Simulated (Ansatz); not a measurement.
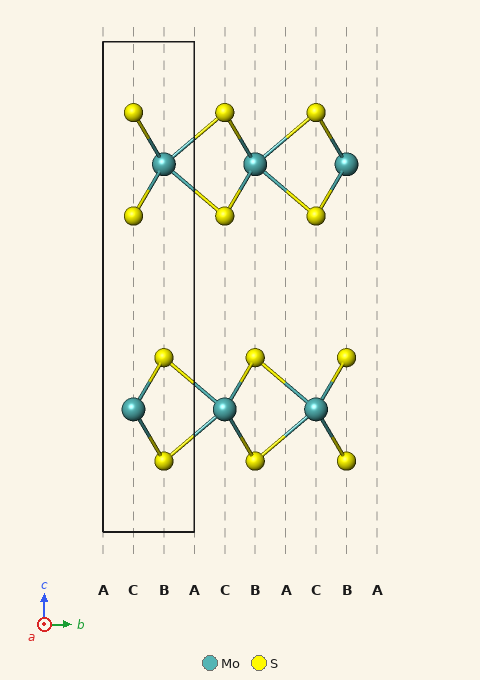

The picture looks along a close-packed row of the hexagonal mesh; c points upwards. The dashed lines mark the three columns A (0, 0), B (1/3, 2/3) and C (2/3, 1/3). The sequence starts with the first layer at or above the cell's origin.

MoS₂. Coordinates: coordinates from a relaxation with DFT PBE, scalar-relativistic, plane waves, PAW (Ansatz).

Q: List the layers of one repeat.

A: S(B) – Mo(C) – S(B) – S(C) – Mo(B) – S(C) (six layers in 14.81 Å).

Q: How are the S layers alone stacked?

A: S layers alone: BBCC, a sequence in which some neighbouring layers lie directly above each other.

Q: Which positions between or in the S layers do the other atoms fill?

A: Mo: two trigonal-prismatic sites, counted in one hexagonal cell. Two of the four gaps between S layers are empty, 4.28 Å wide.

Q: What short polytype symbol fits?

A: Polytype symbol 2H, the symbol of a layered MX2 polytype (number of slabs in the repeat and lattice).
